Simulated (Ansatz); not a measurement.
Take the following structure.

```yaml
crystal:
  lattice:
    - [2.95684, 0.00000, 0.00000]
    - [0.00000, 2.95684, 0.00000]
    - [0.00000, 0.00000, 2.95684]
  atoms:
    - { symbol: Al, position: [0.00000, 0.00000, 0.00000] }
    - { symbol: Cu, position: [0.50000, 0.50000, 0.50000] }
```

**Give a crystallographic description of this input.**

It has the composition AlCu. Space group: Pm-3m (No. 221). Lattice: primitive cubic. The arrangement is known as caesium chloride (CsCl, B2) type. One cell contains 1 Al, 1 Cu, 2 atoms in all. Around each Al lie eight Cu in a cubic arrangement at 2.56 Å. Cu is linked to eight Al in a cubic arrangement at 2.56 Å. The bonds build a three-dimensional framework.

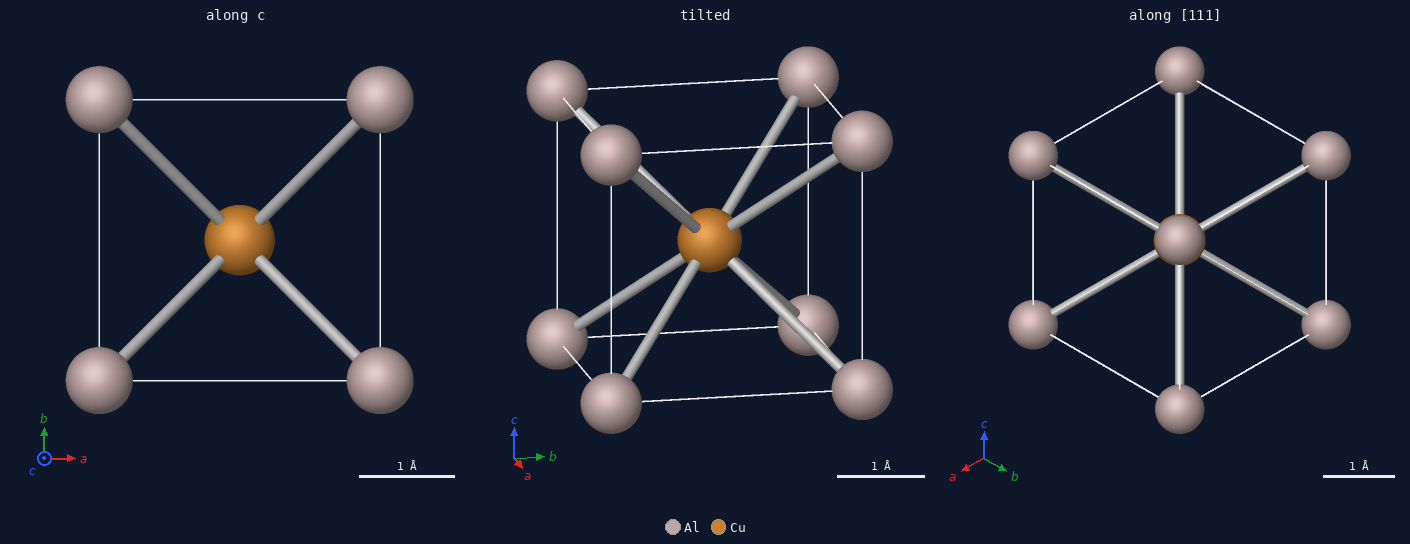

The figure gives a ball-and-stick picture of the atoms, viewed along the c axis, slightly off an axis and along [111]. The parallelepiped is the conventional unit cell. Colours: aluminium light grey, copper orange.

Provenance: a structure listed in the Materials Project. The structure drawn was relaxed with Ansatz 0.2.0, DFT r2SCAN, scalar-relativistic, plane waves, PAW.
